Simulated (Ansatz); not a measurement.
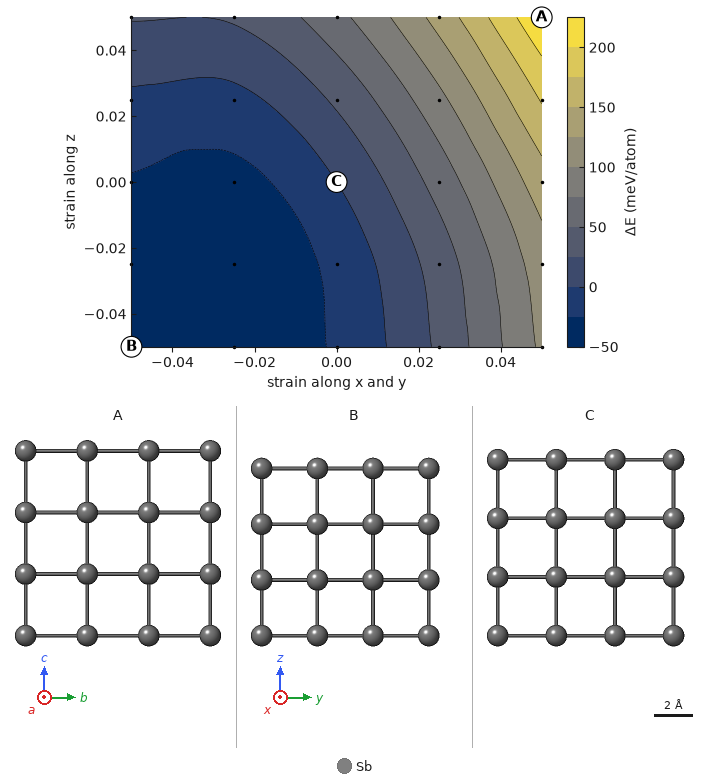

Solid Sb (Pm-3m): the cell is strained equally along x and y and separately along z, with the atoms kept at their fractional coordinates. x, y and z are the Cartesian axes of the input. The map is interpolated between the computed points (dots). The lettered frames are marked on it. Style: ball-and-stick. Shown: the cell of the calculation, repeated 2 × 3 × 3 with one cell outlined, along the a axis.

All numbers below come from DFT PBEsol, scalar-relativistic, plane waves, PAW in Ansatz. (plane-wave cutoff 420 eV; k-point mesh 16 × 16 × 16; occupations gaussian; smearing width 0.15 eV; no spin polarisation). Energies (free energies at the smearing named) are counted from the cell as listed in its source, which wasn't relaxed.

**Describe the energy landscape.**

In pairs of (strain along x and y; strain along z): the lowest computed point lies at (−0.025, −0.025) (−46.5 meV/atom), the highest at (0.050, 0.050) (221.7 meV/atom). The valley is tilted: raising the in-plane strain is made harder by raising the strain along z (cross term 0.23 of the geometric mean of the two curvatures). Over the ranges scanned the energy rises more along the first axis, the in-plane strain. The pressure runs from −8.7 GPa at (0.050, 0.050) to 4.2 GPa at (−0.050, −0.050). The frames lie at A (0.050, 0.050): 221.7 meV/atom, B (−0.050, −0.050): −29.5 meV/atom, C (0.000, 0.000): 0.0 meV/atom.
